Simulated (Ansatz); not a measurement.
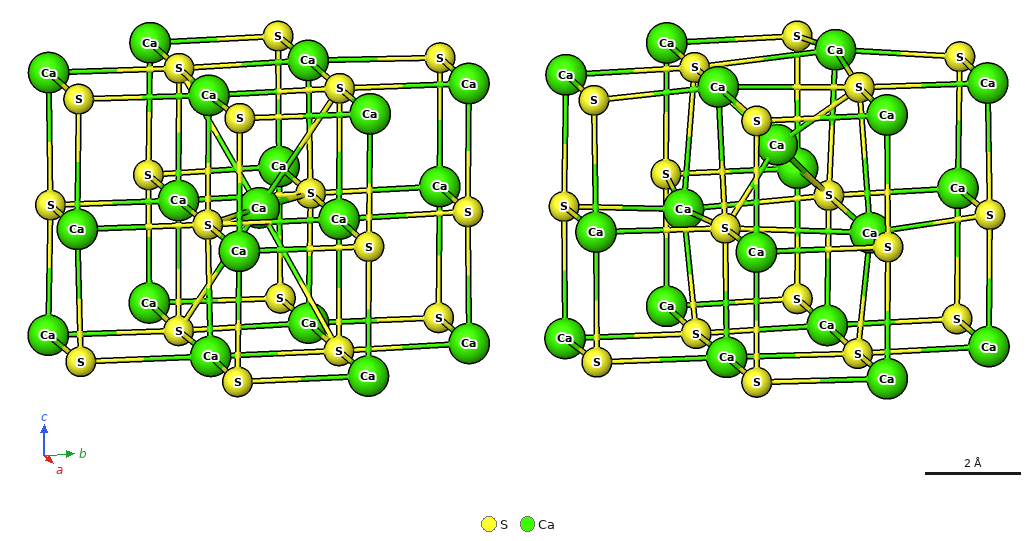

Two geometries of a defect cell of composition S32Ca33, drawn at one scale. One is the start of a relaxation, the other its converged end. The picture is a ball-and-stick view of the atoms within 5.8 Å of the atom that moves most (axes of the cell of the calculation (origin shifted)), seen slightly off an axis.

Theory: DFT, PBEsol, PAW, plane waves (Ansatz). Settings: plane-wave cutoff 420 eV; k-point mesh 1 × 1 × 1; mesh shifted by (0.25, 0.25, 0.25); collinear spin; atoms relaxed in a fixed cell; force threshold 0.03 eV/Å; at most 80 steps.

Which geometry has the lower energy?

Answer. The right one is the relaxed one. The atoms of the start lie slightly off their symmetric places, so part of the fall in energy undoes that. The energy falls by 9.643 eV per cell of the calculation in 11 geometry steps. The largest force component goes from 7.8 to 0.023 eV/Å. A Ca atom moves most: 1.36 Å along +c. Largest moves by element: Ca 1.36 Å, S 0.11 Å. The cell doesn't change. Among the contacts that change: Ca–S 3.487 → 4.724 Å, Ca–S 3.504 → 4.731 Å, Ca–Ca 3.454 → 4.678 Å, Ca–Ca 3.474 → 4.678 Å. Among the angles between lasting bonds that change: S–Ca–S 177.8° → 109.7°, S–Ca–S 71.6° → 109.6°, S–Ca–S 90.5° → 109.3°. The program noted that the starting moments weren't kept. The run may lie on a higher electronic state than the lowest, so the end point isn't shown to be the ground-state structure. Cost: 12 s on 1 × NVIDIA GB200 with 8 threads of Arm Neoverse-V2, peak memory 2 GiB.
